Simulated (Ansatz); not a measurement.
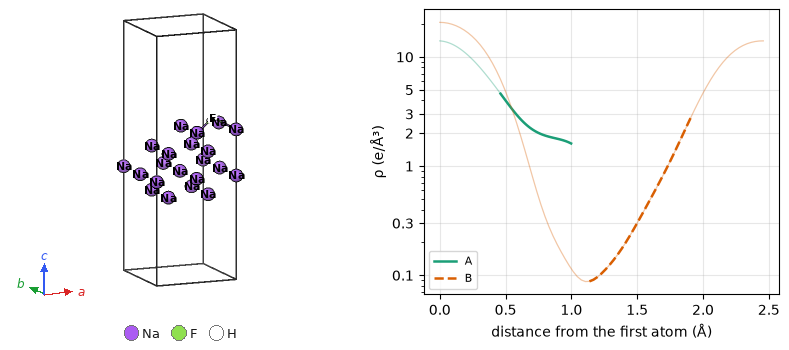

Figure. Na16HF (slab). Valence electron density along straight lines between neighbouring atoms. Thin, pale parts lie inside the atomic spheres. The structure is drawn too.

Theory: Ansatz, DFT PBE+D3(BJ), scalar-relativistic, plane waves, PAW.

Core electrons are frozen (PAW), and the valence fields are smoothed inside the atomic spheres.

> Which curve belongs to which contact (F–H and Na–F)? The first atom named is at distance zero.

Curve A: F–H (1.00 Å): the density is about 4 e/Å³ at the midpoint. Curve B: Na–F (2.46 Å): ρ at the midpoint is about 0.1 e/Å³.
